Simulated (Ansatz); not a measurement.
## Electronic structure of GaN in real space

Input file:

```
crystal:
  lattice:
    - [3.7204035877, 0.0, 0.0]
    - [0.0, 3.7204035877, 0.0]
    - [0.0, 0.0, 3.51381294]
  atoms:
    - { symbol: Ga, position: [0.5, 0.5, 0.0] }
    - { symbol: Ga, position: [0.0, 0.0, 0.0] }
    - { symbol: "N", position: [0.5, 0.0, 0.7941030763] }
    - { symbol: "N", position: [0.0, 0.5, 0.2058969237] }
basis:
  ecutwfc: 420
kpoints:
  mp_grid: { grid: [10, 10, 10] }
hamiltonian:
  xc: pbe
  dispersion: d3bj
scf:
  occupations: { method: gaussian, width: 0.02 }
output:
  forces: true
  stress: true
  eigenvalues: true
  write_density: true
  write_potential: true
  elf: true
  volumetric_format: npy
relax:
  adjacent_minimum: "off"
  f_tol: 0.01
  max_steps: 80
  cell: { stress_tol: 0.05 }
```

Command:

```sh
ansatz run input.yaml --threads 1 --pin off --max-ram 2048MiB --backend cpu --events-out ev --progress --plain --runs-dir out
```

Below, planes, directions and counts refer to the conventional cell (a = 3.72 Å, b = 3.72 Å, c = 3.50 Å, α = 90.00°, β = 90.00°, γ = 90.00°).

The fields are those of the run's last geometry, not of the input's.

Space group P4/nmm; a structure generated by program, which may or may not match a known phase.

Level of theory: DFT PBE+D3(BJ), scalar-relativistic, plane waves, PAW (Ansatz).

Core electrons are frozen (PAW), and the valence fields are smoothed inside the atomic spheres.

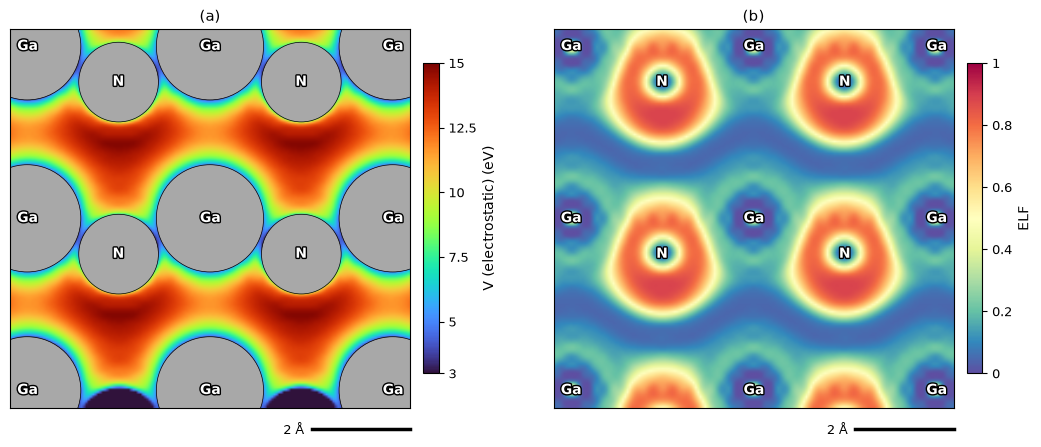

Figure 1. (a) electrostatic potential energy of an electron; (b) ELF on the (010) plane of the conventional cell. Grey discs cover the atomic cores in the potential map.

### What do the fields say about this system?

- The section cuts through Ga and N sites.
- Ga–N (2.00 Å): the ELF peaks at about 0.80 in the valence shell of N, 0.6 Å from its nucleus, and is about 0.40 at the midpoint.
- Outside the cores the potential energy rises away from the atoms and is highest about 1.2 Å from the nearest atoms; its zero is arbitrary.

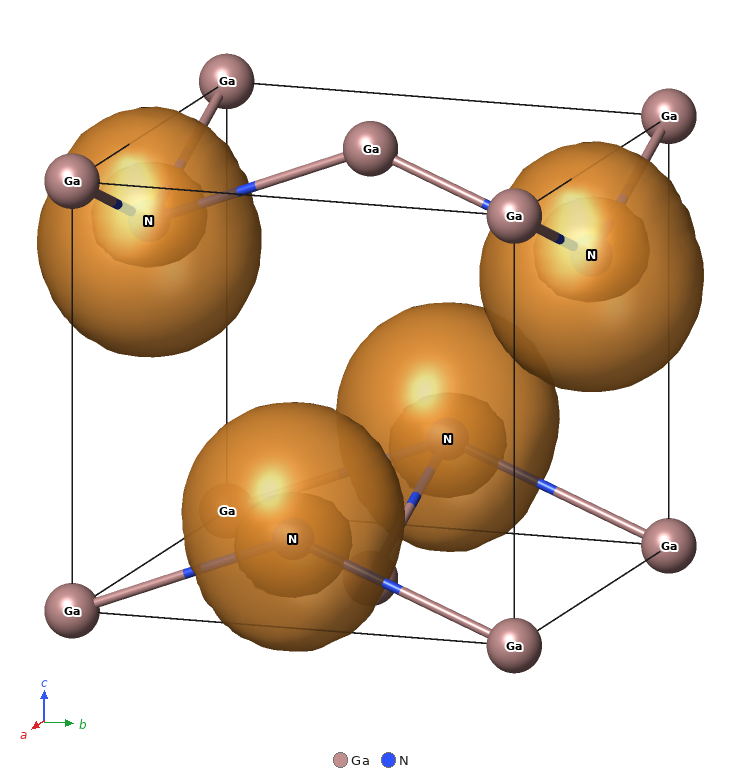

Figure 2. Isosurface of the ELF at 0.7 (orange), seen slightly off an axis. Core shells and regions of very low density are left out. Sticks mark near contacts.

### Identify the bonds, lone pairs and shells in this picture.

The surface consists of two regions wrapped around N (the valence shell of each), counted in one cell of 4 atoms. Regions shared between cells count once.

### Metal or insulator at this level of theory?

It is gapped, with a Kohn–Sham gap of 0.51 eV on the k-point mesh, an upper bound to the gap of this method.
